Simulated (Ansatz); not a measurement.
System: Sb.

```
Sb
1.0
     3.08100    0.00000    0.00000
     0.00000    3.08100    0.00000
     0.00000    0.00000    3.31800
Sb
1
Direct
  0.00000 0.00000 0.00000
```

Space group P4/mmm; changed on purpose from its base cell (strain -0.025 along x and y, +0.050 along z, atoms carried along); computed pressure about −4 GPa in this cell; computed without spin polarisation.

The calculation used DFT PBEsol, scalar-relativistic, plane waves, PAW in Ansatz.

Predict the valence pseudo-density and electron localisation function between the atoms.

Sb–Sb (3.08 Å): ρ is about 0.26 e/Å³ halfway; the ELF reaches about 0.55 near the midpoint.

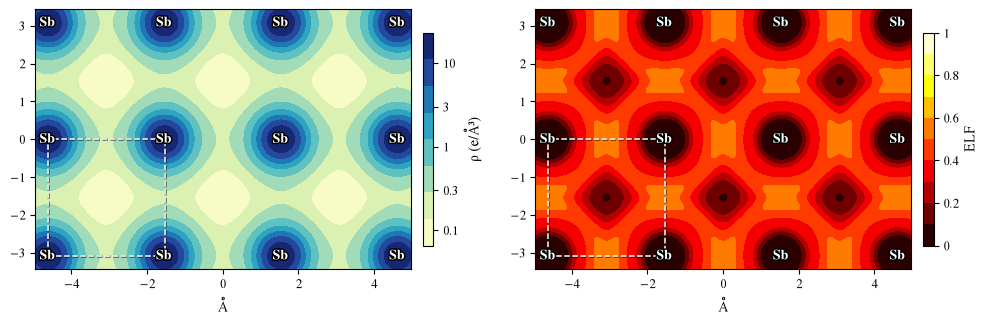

Computed valence pseudo-density and electron localisation function on the (001) plane of the conventional cell, in this order. 

The density is the valence pseudo-density of a PAW calculation; it isn't the true density close to the nuclei.
